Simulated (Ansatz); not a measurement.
## Electronic structure of BN in real space

```yaml
crystal:
  lattice:
    - [3.60963, 0.00000, 0.00000]
    - [0.00000, 0.00000, -3.60963]
    - [0.00000, 3.60963, 0.00000]
  atoms:
    - { symbol: B, position: [0.50000, 0.50000, 0.00000] }
    - { symbol: B, position: [0.00000, 0.50000, 0.50000] }
    - { symbol: B, position: [0.00000, 0.00000, 0.00000] }
    - { symbol: B, position: [0.50000, 0.00000, 0.50000] }
    - { symbol: N, position: [0.75000, 0.75000, 0.25000] }
    - { symbol: N, position: [0.25000, 0.75000, 0.75000] }
    - { symbol: N, position: [0.25000, 0.25000, 0.25000] }
    - { symbol: N, position: [0.75000, 0.25000, 0.75000] }
```

Space group F-43m; a structure from a database of computed crystals, not necessarily the ambient phase.

Computed with DFT r2SCAN, scalar-relativistic, plane waves, PAW in Ansatz.

In a PAW calculation such maps are meaningful between the atoms, not at the nuclei.

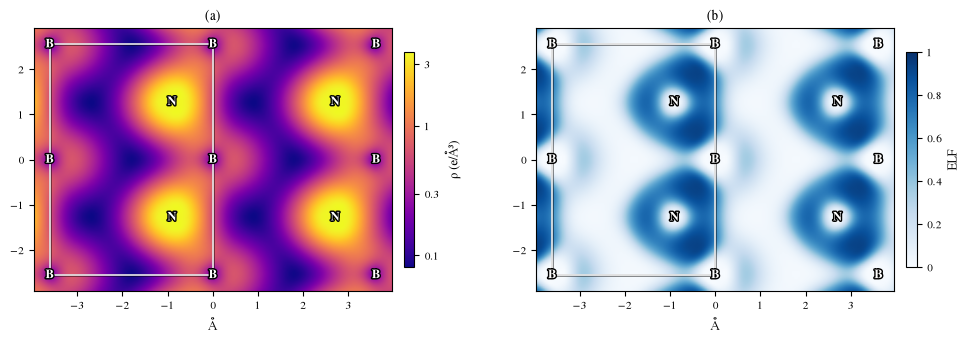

Figure 1. (a) valence electron density; (b) electron localisation function on the (101) plane of the conventional cell.

Interpret the plot.

- The section cuts through B and N sites.
- B–N (1.56 Å): ρ at the midpoint is about 1.5 e/Å³; the ELF peaks at about 0.95 between the atoms, as expected for a polar covalent bond.
- Between the atoms the lowest density in this plane is 0.08 e/Å³.

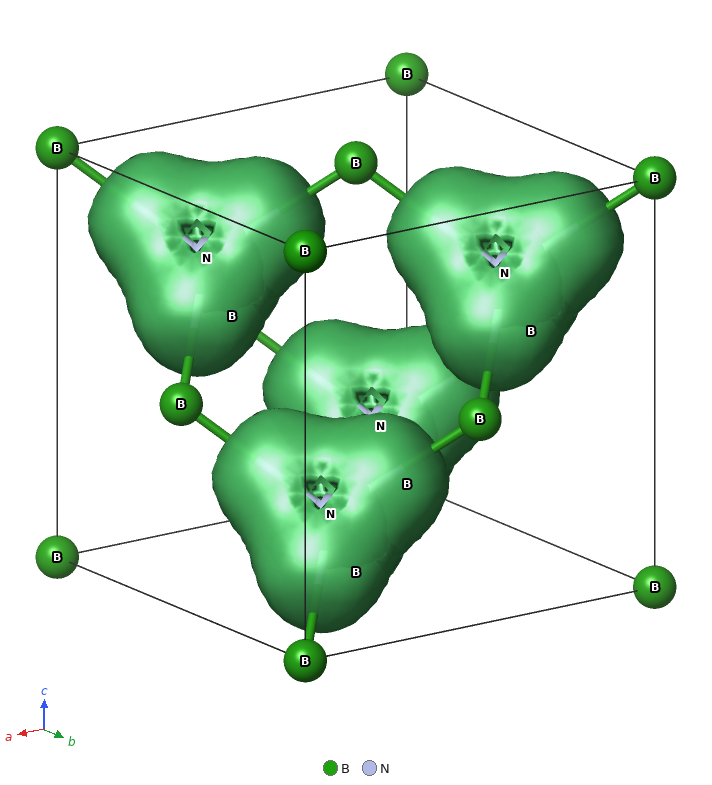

Figure 2. Isosurface of the electron localisation function at 0.7 (green), seen at an oblique angle. Only the valence region is drawn (cores and ρ < 0.01 e/Å³ removed). Sticks mark near contacts.

What do the ELF domains correspond to?

At this value the surface marks out four regions on N in which the atom's valence shell and bonds are merged, counted in one cell of 8 atoms. Any copies at cell faces, edges or corners count once.

How much charge does the calculation move between the atoms?

Electrons move from B towards N. Bader charges: B +2.26 and N −2.26 e.

Metal or insulator at this level of theory?

It is gapped, with a Kohn–Sham gap of 5.0 eV on the k-point mesh (the band edges may lie off the mesh, which would make the gap smaller).
